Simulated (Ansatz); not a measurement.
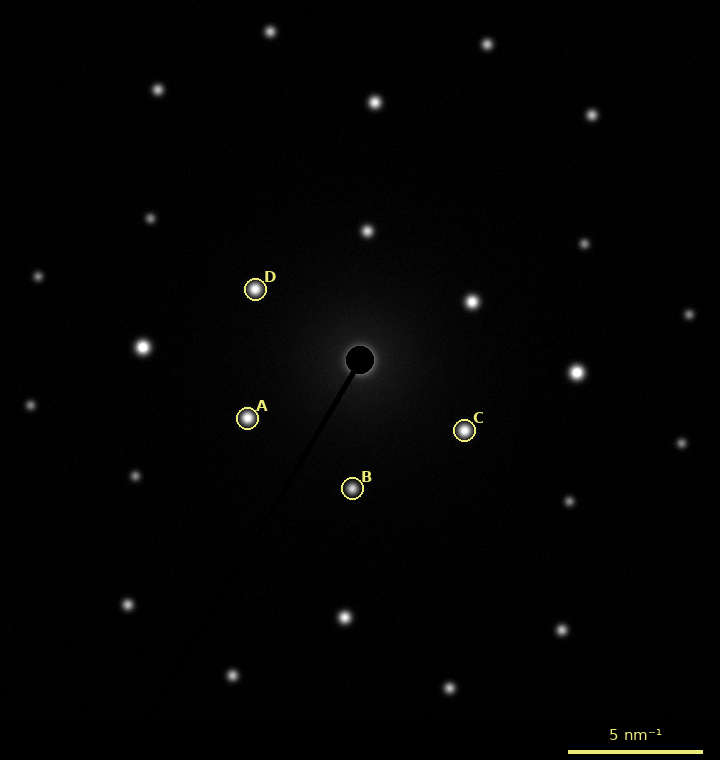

Simulated selected-area electron diffraction pattern (100 kV, kinematic approximation, thin crystal, B = 0.5 Å² for all atoms). The zone axis points towards the electron source and the pattern is seen from the source side.

Co, space group R-3m (No. 166), a = 2.45 Å, c = 17.91 Å (hexagonal axes). Structure: coordinates from a relaxation with DFT PBEsol, scalar-relativistic, plane waves, PAW in Ansatz 0.2.0; the starting structure was generated, so it need not be a known form of this composition.

Spot A is indexed -1 1 1 and spot B -1 0 2.

Q: What are the indices of the remaining marked spots?

A: C = −A + B = 0 -1 1 (d = 2.110 Å). D = A − B = 0 1 -1 (d = 2.110 Å).

Q: Give [uvw].

A: The cross product of A and B is parallel to [211]; every spot obeys hu + kv + lw = 0.

Q: What are the spacings of A and B and the angle between them?

A: d(A) = 2.110 Å, d(B) = 2.067 Å, and the angle is 59.3°.
